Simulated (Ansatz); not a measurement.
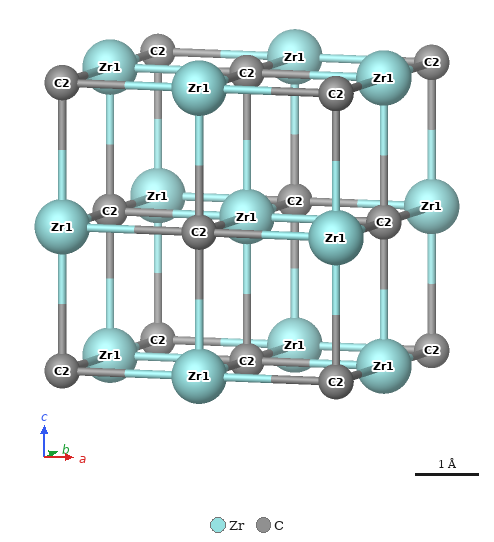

The input geometry of run 1 (ball-and-stick view of the cell 4 times as large as that of the calculation, set on its symmetry axes, seen slightly off an axis; atoms are numbered from 1 in the order of the input). Near neighbours in the crystal (not all of them lie inside the picture): Zr has 6 C at 2.30 Å; C has 6 Zr at 2.30 Å.

# ZrC: a changed input and its effect

System: ZrC (Fm-3m, 2 atoms in the cell).
Method of run 1: DFT, PBE, all-electron LAPW, scalar-relativistic, no spin polarisation (Ansatz 0.2.0).

The structure derives from an entry of the Crystallography Open Database. Its volume is 0.94 times that of the source entry. Text and figures count atoms from 1; the logs count them from 0 in places.

**The input, run 1**
```yaml
crystal:
  lattice:
    - [0.0, 2.3022330686, 2.3022330686]
    - [2.3022330686, 0.0, 2.3022330686]
    - [2.3022330686, 2.3022330686, 0.0]
  atoms:
    - { symbol: Zr, position: [0.5, 0.5, 0.5] }
    - { symbol: C, position: [0.0, 0.0, 0.0] }
kpoints:
  mp_grid: { grid: [15, 15, 15] }
  band_path:
    path:
      - [0.0, 0.0, 0.0]
      - [0.5, 0.0, 0.5]
      - [0.625, 0.25, 0.625]
      - [0.375, 0.375, 0.75]
      - [0.0, 0.0, 0.0]
      - [0.5, 0.5, 0.5]
      - [0.5, 0.25, 0.75]
      - [0.5, 0.0, 0.5]
    npoints: 5
scf:
  occupations: { method: fermi_dirac, width: 0.05 }
hamiltonian:
  xc: pbe
  pseudopotentials: { kind: all_electron, lapw: { basis_error: 0.00025 } }
output:
  forces: true
  stress: true
  eigenvalues: true
```

Launched with:
```bash
ansatz run input.yaml --threads 1 --pin off --max-ram 3072MiB --backend cpu --events-out ev --progress --plain --runs-dir out
```

Hardware: 1 thread of Intel Xeon (Sapphire Rapids), 64 GiB of memory available, shared host.

**Output, shortened to warnings, some set-up lines, iterations and results (run 1)**
```
Basis set: ecut = 310.3578969917746 eV, 307 PW (Γ), exchange–correlation at level 2
Symmetry: 48 space group operations
k-points: 120 of 3375
Initial density: superposition of atomic densities (chi_scale 0.1, normalization cell, long waves kept (reshape's long-wave potential 0.00 eV rms))
[...]
SCF iter   1: F=—  HF=-98967.474090 eV  |F-HF|=—  |Δ(HF+E_count)|=         —  Δρ=1.27e-1  dr2=5.42e0  ethr=1.51e-2  ⟨swp⟩=2.0  Hψ=17736  notcnv=0
SCF iter   2: F=—  HF=-98965.596944 eV  |F-HF|=—  |Δ(HF+E_count)|=    1.88e0  Δρ=2.11e-2  dr2=9.79e-2  ethr=2.73e-4  ⟨swp⟩=2.0  Hψ=13314  notcnv=0
SCF iter   3: F=—  HF=-98965.616594 eV  |F-HF|=—  |Δ(HF+E_count)|=         —  Δρ=2.58e-2  dr2=2.34e-1  ethr=2.72e-4  ⟨swp⟩=2.0  Hψ=8616  notcnv=0
SCF iter   4: F=—  HF=-98965.610524 eV  |F-HF|=—  |Δ(HF+E_count)|=   6.07e-3  Δρ=3.20e-3  dr2=1.35e-3  ethr=2.72e-4  ⟨swp⟩=2.0  Hψ=8205  notcnv=0
SCF iter   5: F=—  HF=-98965.608976 eV  |F-HF|=—  |Δ(HF+E_count)|=   1.55e-3  Δρ=1.51e-3  dr2=2.84e-4  ethr=3.74e-6  ⟨swp⟩=2.2  Hψ=8172  notcnv=0
SCF iter   6: F=—  HF=-98965.608956 eV  |F-HF|=—  |Δ(HF+E_count)|=   2.04e-5  Δρ=4.71e-4  dr2=6.59e-5  ethr=7.89e-7  ⟨swp⟩=2.2  Hψ=8179  notcnv=0
SCF iter   7: F=—  HF=-98965.608945 eV  |F-HF|=—  |Δ(HF+E_count)|=   1.05e-5  Δρ=2.07e-4  dr2=1.28e-5  ethr=1.83e-7  ⟨swp⟩=2.0  Hψ=8142  notcnv=0
SCF iter   8: F=—  HF=-98965.608944 eV  |F-HF|=—  |Δ(HF+E_count)|=   1.33e-6  Δρ=6.01e-5  dr2=1.17e-6  ethr=3.57e-8  ⟨swp⟩=2.0  Hψ=8142  notcnv=0
SCF iter   9: F=—  HF=-98965.608944 eV  |F-HF|=—  |Δ(HF+E_count)|=   3.20e-7  Δρ=2.31e-5  dr2=1.60e-7  ethr=3.25e-9  ⟨swp⟩=2.0  Hψ=8158  notcnv=0
SCF iter  10: F=-98965.608944 eV  HF=-98965.608944 eV  |F-HF|=1.31e-9  |Δ(HF+E_count)|=   4.22e-8  Δρ=3.70e-6  dr2=3.41e-9  ethr=4.45e-10  ⟨swp⟩=2.0  Hψ=8157  notcnv=0
SCF 1 converged in 10 iterations: F = -98965.608944 eV  dr2 = 3.41e-9
NSCF: frozen V_eff on 36 k-points
SCF converged after 10 iterations
Free energy (F): -98965.608944 eV
Harris-Foulkes:  -98965.608944 eV  (|F-HF|=1.31e-9)
Internal energy: -98965.606658 eV  (E = F + TS)
E sigma→0 (E₀):  -98965.607801 eV
Entropy (-TS):   -0.002286 eV (-1.143 meV/atom)
Fermi energy:    17.692290 eV
--- Per-component energies (eV) ---
  E_band       = -4511.151901
  E_kinetic    = 102191.945415
  E_xc         = -3260.218321
  E_electrostatic = -197897.333751  (all electrons and nuclei)
  E_smearing   = -0.002286  (= −TS)
  E_closure    = 0.000000  (closes the sum)
  E_atoms      = -98947.444364  (free atoms, spherical and without spin; not in F)
  Σ components = -98965.608944   (vs F -98965.608944, Δ=0.00e0)
  Basis errors (estimates in eV, not in F): energy 9.4e-5 per atom: plane waves 8.3e-5 (4.6e-5 summed), levels above the bands 9.6e-30, relativity 1.5e-8, radial functions 1.1e-5, core shells 1.7e-13; eigenvalues (radial functions only) 5.6e-7; not estimated: angular momenta, meshes, grids; target …
--- Forces (eV/Å), atoms counted from 1 ---
  atom   1  Zr     0.00000000     0.00000000     0.00000000
  atom   2  C     -0.00000000     0.00000000     0.00000000
  max |Σ_I F_I| component: 8.22e-31 eV/Å
--- Stress (GPa, compression-positive) ---
       17.144830      -0.000000      -0.000000
       -0.000000      17.144830       0.000000
       -0.000000       0.000000      17.144830
  P = ⅓ Tr σ = 17.1448 GPa (171.448 kbar)
```

For run 2 the input was changed thus:
```diff
-    - [0.0, 2.3022330686, 2.3022330686]
-    - [2.3022330686, 0.0, 2.3022330686]
-    - [2.3022330686, 2.3022330686, 0.0]
+    - [0.0, 2.358018064, 2.358018064]
+    - [2.358018064, 0.0, 2.358018064]
+    - [2.358018064, 2.358018064, 0.0]
```

Predict how the results change.

With the same functional and potentials, run 2 lies 42.8 meV per atom lower. The pressure goes from 17.14 to −0.98 GPa. The volume per atom goes from 12.20 to 13.11 Å³. The cell is scaled evenly with the atoms at fixed fractional positions, so −ΔP/Δ ln V estimates the bulk modulus midway between the two volumes: about 250 GPa. The number of SCF iterations is the same.

**Output, shortened to warnings, some set-up lines, iterations and results (run 2)**
```
Basis set: ecut = 296.86992628865556 eV, 307 PW (Γ), exchange–correlation at level 2
Symmetry: 48 space group operations
k-points: 120 of 3375
Initial density: superposition of atomic densities (chi_scale 0.1, normalization cell, long waves kept (reshape's long-wave potential 0.00 eV rms))
[...]
SCF iter   1: F=—  HF=-98967.566715 eV  |F-HF|=—  |Δ(HF+E_count)|=         —  Δρ=1.21e-1  dr2=5.54e0  ethr=1.54e-2  ⟨swp⟩=2.0  Hψ=17206  notcnv=0
SCF iter   2: F=—  HF=-98965.693723 eV  |F-HF|=—  |Δ(HF+E_count)|=    1.87e0  Δρ=1.89e-2  dr2=6.39e-2  ethr=1.78e-4  ⟨swp⟩=2.0  Hψ=13316  notcnv=0
SCF iter   3: F=—  HF=-98965.703113 eV  |F-HF|=—  |Δ(HF+E_count)|=         —  Δρ=2.54e-2  dr2=2.56e-1  ethr=1.78e-4  ⟨swp⟩=3.0  Hψ=8902  notcnv=0
SCF iter   4: F=—  HF=-98965.697011 eV  |F-HF|=—  |Δ(HF+E_count)|=   6.10e-3  Δρ=3.30e-3  dr2=9.89e-4  ethr=1.78e-4  ⟨swp⟩=2.0  Hψ=8599  notcnv=0
SCF iter   5: F=—  HF=-98965.694766 eV  |F-HF|=—  |Δ(HF+E_count)|=   2.24e-3  Δρ=1.60e-3  dr2=3.75e-4  ethr=2.75e-6  ⟨swp⟩=3.0  Hψ=8385  notcnv=0
SCF iter   6: F=—  HF=-98965.694619 eV  |F-HF|=—  |Δ(HF+E_count)|=   1.47e-4  Δρ=5.34e-4  dr2=1.06e-4  ethr=1.04e-6  ⟨swp⟩=2.6  Hψ=8308  notcnv=0
SCF iter   7: F=—  HF=-98965.694593 eV  |F-HF|=—  |Δ(HF+E_count)|=   2.60e-5  Δρ=2.19e-4  dr2=1.59e-5  ethr=2.94e-7  ⟨swp⟩=2.0  Hψ=8175  notcnv=0
SCF iter   8: F=—  HF=-98965.694592 eV  |F-HF|=—  |Δ(HF+E_count)|=   1.36e-6  Δρ=7.59e-5  dr2=2.21e-6  ethr=4.43e-8  ⟨swp⟩=2.0  Hψ=8175  notcnv=0
SCF iter   9: F=—  HF=-98965.694591 eV  |F-HF|=—  |Δ(HF+E_count)|=   6.74e-7  Δρ=2.41e-5  dr2=1.92e-7  ethr=6.15e-9  ⟨swp⟩=2.0  Hψ=8175  notcnv=0
SCF iter  10: F=-98965.694591 eV  HF=-98965.694591 eV  |F-HF|=3.06e-10  |Δ(HF+E_count)|=   4.39e-8  Δρ=3.27e-6  dr2=2.74e-9  ethr=5.33e-10  ⟨swp⟩=2.0  Hψ=8175  notcnv=0
SCF 1 converged in 10 iterations: F = -98965.694591 eV  dr2 = 2.74e-9
NSCF: frozen V_eff on 36 k-points
SCF converged after 10 iterations
Free energy (F): -98965.694591 eV
Harris-Foulkes:  -98965.694591 eV  (|F-HF|=3.06e-10)
Internal energy: -98965.691991 eV  (E = F + TS)
E sigma→0 (E₀):  -98965.693291 eV
Entropy (-TS):   -0.002600 eV (-1.300 meV/atom)
Fermi energy:    16.324176 eV
--- Per-component energies (eV) ---
  E_band       = -4569.487345
  E_kinetic    = 102183.841270
  E_xc         = -3258.358318
  E_electrostatic = -197891.174943  (all electrons and nuclei)
  E_smearing   = -0.002600  (= −TS)
  E_closure    = 0.000000  (closes the sum)
  E_atoms      = -98947.444364  (free atoms, spherical and without spin; not in F)
  Σ components = -98965.694591   (vs F -98965.694591, Δ=0.00e0)
  Basis errors (estimates in eV, not in F): energy 9.1e-5 per atom: plane waves 7.9e-5 (4.4e-5 summed), levels above the bands 4.7e-28, relativity 2.1e-8, radial functions 1.2e-5, core shells 7.3e-14; eigenvalues (radial functions only) 7.6e-7; not estimated: angular momenta, meshes, grids; target …
--- Forces (eV/Å), atoms counted from 1 ---
  atom   1  Zr    -0.00000000    -0.00000000    -0.00000000
  atom   2  C     -0.00000000     0.00000000     0.00000000
  max |Σ_I F_I| component: 1.08e-30 eV/Å
--- Stress (GPa, compression-positive) ---
       -0.979589       0.000000       0.000000
        0.000000      -0.979589       0.000000
        0.000000       0.000000      -0.979589
  P = ⅓ Tr σ = -0.9796 GPa (-9.796 kbar)
```

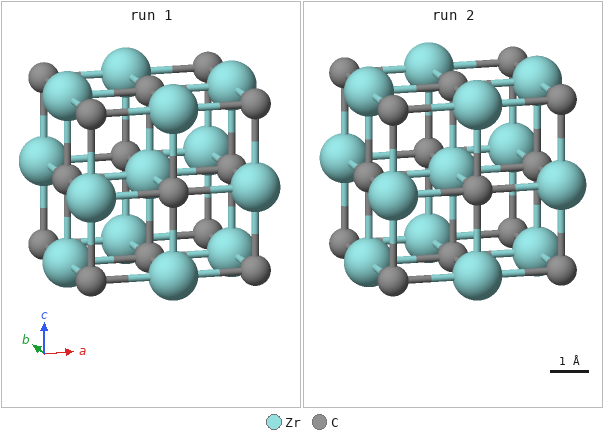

The two input geometries at one scale (ball-and-stick view of the cell 4 times as large as that of the calculation, set on its symmetry axes, seen slightly off an axis). The atoms keep their places relative to the cell (all moves are under 0.005 Å). The volume changes by +7.4 %, with a = b = c 4.604 → 4.716 Å (+2.4 %). Among the contacts that change: C–Zr 2.302 → 2.358 Å.

**The two runs side by side**

| quantity | run 1 | run 2 |
| --- | --- | --- |
| outcome | converged | converged |
| free energy per atom (eV) | −49482.8045 | −49482.8473 |
| energy per atom, smearing taken to zero (eV) | −49482.8039 | −49482.8466 |
| pressure (GPa) | 17.14 | −0.98 |
| volume per atom (Å³) | 12.20 | 13.11 |
| largest force (eV/Å) | 0.000 | 0.000 |
| SCF iterations | 10 | 10 |
| irreducible k-points | 120 | 120 |
| plane waves at Γ | 307 | 307 |
| wall time (shared host) | 22 s | 18 s |

For run 1: The cell is under a pressure of 17.1 GPa at this level, so it is not at its equilibrium volume.
